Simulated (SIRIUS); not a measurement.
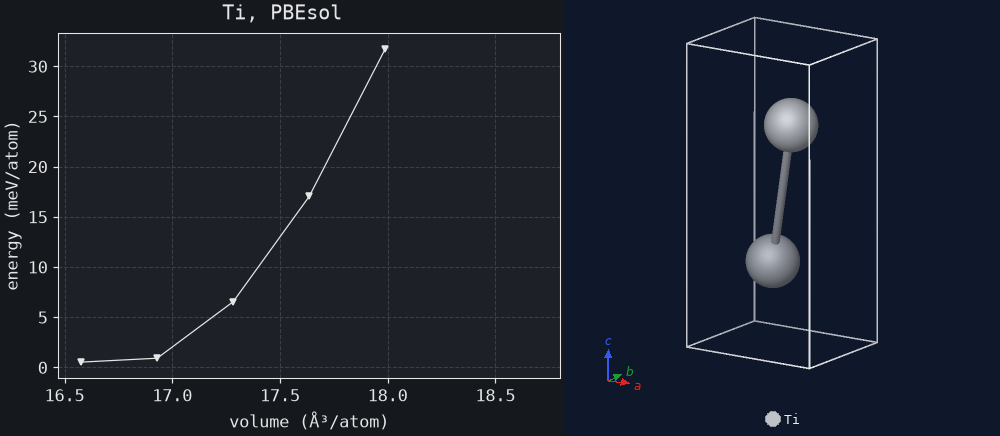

The figure shows the energy against volume for Ti, space group P6_3/mmc (No. 194). The conventional cell is drawn beside the plot.

Cell as given: a = 2.950 Å, b = 2.950 Å, c = 4.680 Å, α = 90.00°, β = 90.00°, γ = 120.00°; 2 atoms.

Calculation (SIRIUS 7.12.0): all-electron LAPW DFT, no spin polarisation; energies at scaled volumes of the given cell, shape and fractions fixed, counted from the fit's minimum, third-order Birch-Murnaghan fit. Level: PBEsol.

- k mesh: 10×10×6
- occupations: Fermi–Dirac
- smearing width: 0.05 eV
- potentials: all electron FP LAPW
- program settings: basis apw+lo standard, gk cutoff 3.67 1/bohr, pw cutoff 20 1/bohr

The points at volume 18.34 Å³/atom and 18.69 Å³/atom are left out of the plot. What values does the calculation give there?

```csv
volume (Å³/atom),energy (meV/atom)
18.34,50.39
18.69,72.51
```

Keep in mind: shape and atomic fractions are frozen while scaling, which makes layered, chain and framework solids too stiff.
